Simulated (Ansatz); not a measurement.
**LiH (Fm-3m): refractive index against wavelength**

The refractive index of LiH (Fm-3m) below the direct gap (3.02 eV on the mesh) is read from one computed spectrum, n = √(Re ε).

It takes space group Fm-3m (No. 225, cubic). The conventional cell has a = 4.074 Å, b = 4.074 Å, c = 4.074 Å, α = 90.00°, β = 90.00°, γ = 90.00°. Li on site a has 6 H at 2.04 Å as nearest neighbours. Around H on site b lie 6 Li at 2.04 Å.

Method: Ansatz 0.2.0, PBE, independent particles, k-mesh 16×16×16 with interpolation inside its cells, Gaussian parameter 0.1 eV.

Launch of the response step: `ansatz run input.yaml --threads 4 --pin off --max-ram 8192MiB --backend cpu --events-out ev --progress --plain --runs-dir out`. The run took 2 s, on 4 threads of Intel(R) Xeon(R) Platinum 8375C CPU @ 2.90GHz (Ice Lake), with other jobs on the host.

| wavelength (nm) | photon energy E (eV) | n |
| --- | --- | --- |
| 2000 | 0.620 | 2.0972 |
| 1550 | 0.800 | 2.1051 |
| 1310 | 0.946 | 2.1134 |
| 1064 | 1.165 | 2.1288 |
| 850 | 1.459 | 2.1562 |
| 700 | 1.771 | 2.1964 |
| 633 | 1.959 | ? |

In the single-oscillator model n² − 1 = E₀E_d/(E₀² − E²), so 1/(n² − 1) = E₀/E_d − E²/(E₀E_d) is linear in E².

Working, on the rows shown:

| x = E² (eV²) | y = 1/(n² − 1) |
| --- | --- |
| 0.384302 | 0.294269 |
| 0.639837 | 0.291422 |
| 0.895757 | 0.288479 |
| 1.35784 | 0.283143 |
| 2.12762 | 0.274033 |
| 3.13716 | 0.261494 |

Means: x̄ = 1.4238, ȳ = 0.28214. Σ(x − x̄)(y − ȳ) = -0.06438, Σ(x − x̄)² = 5.409. Slope = -0.06438 / 5.409 = -0.0119; intercept = ȳ − slope · x̄ = 0.29908. Turned back into n, the line misses the rows shown by at most 0.00084.

Question: Fill in the last column of the withheld row.

Answer: At x = 3.8364 the line gives y = 0.25343, that is 2.2239. The run gave 2.2276, so the extrapolation is off by 0.0037, 3 % of the range in the table.

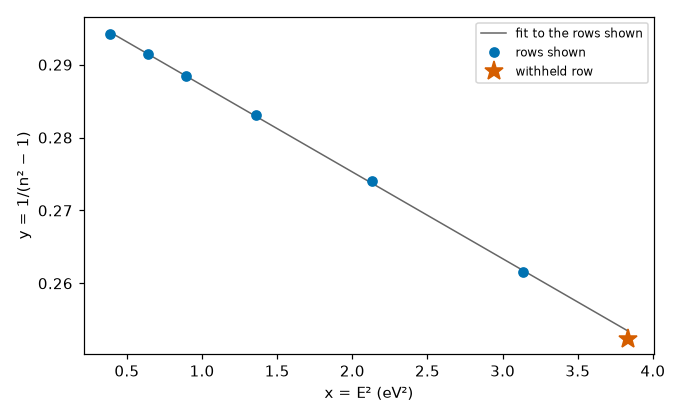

Refitted with all rows, the slope is -0.01211 and the intercept 0.2993. These give E₀ = √(intercept/−slope) = 4.97 eV and E_d = E₀/intercept = 16.6 eV; E₀ is 1.6 times the direct gap. The electronic limit at long wavelengths, without lattice vibrations, is n = √(1 + 1/intercept) = 2.084. The cell comes from an older database entry, whose edges can be off by a per cent or so. Excitons are left out and so are local fields; PBE gaps are as a rule too small.
